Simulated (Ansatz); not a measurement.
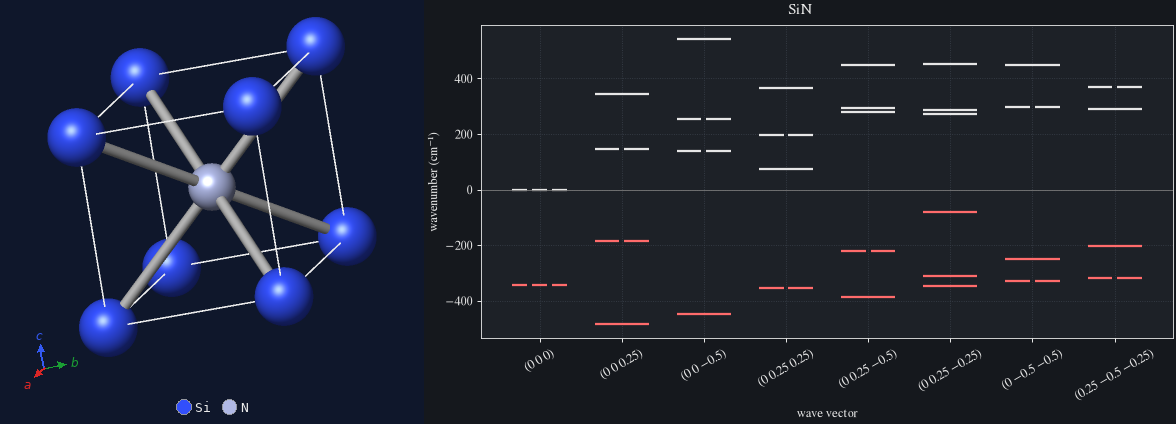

How it was computed, with Ansatz 0.2.0: harmonic phonon frequencies at the irreducible points of a q mesh with atoms at rest in the given cell, q in fractions of the reciprocal cell vectors, no long-range term at q = 0, imaginary frequencies are negative, the first points where there are many; plane waves with PAW datasets. Level: PBE, no spin polarisation.

```
       setting            value
   wave cutoff           420 eV
        k mesh         16×16×16
   occupations      Fermi–Dirac
smearing width          0.15 eV
      pressure            0 GPa
 phonon method  linear response
        q mesh            4×4×4
```

The given structure:
```
CELL_PARAMETERS angstrom
0.00000 2.12925 2.12925
2.12925 0.00000 2.12925
2.12925 2.12925 0.00000
ATOMIC_POSITIONS crystal
Si 0.00000 0.00000 0.00000
N 0.50000 0.50000 0.50000
```

Phonon frequencies at several wave vectors (in fractions of the reciprocal vectors of the given cell) for SiN, space group Fm-3m (No. 225) (cell built by us, not taken from a database). Imaginary frequencies are drawn as negative. The cell is drawn beside the plot.

Imaginary modes appear at (0 0 0), (0 0 0.25), (0 0 −0.5), (0 0.25 0.25), (0 0.25 −0.5), (0 0.25 −0.25), (0 −0.5 −0.5) and (0.25 −0.5 −0.25), the softest at 484.0i cm⁻¹, so the structure is dynamically unstable. The highest mode among the wave vectors computed lies at 540.1 cm⁻¹, at (0 0 −0.5).

Limits of the calculation: metal sensitive to the k mesh; no spin polarisation, a magnetic state may lie lower; vibrations at or below zero.
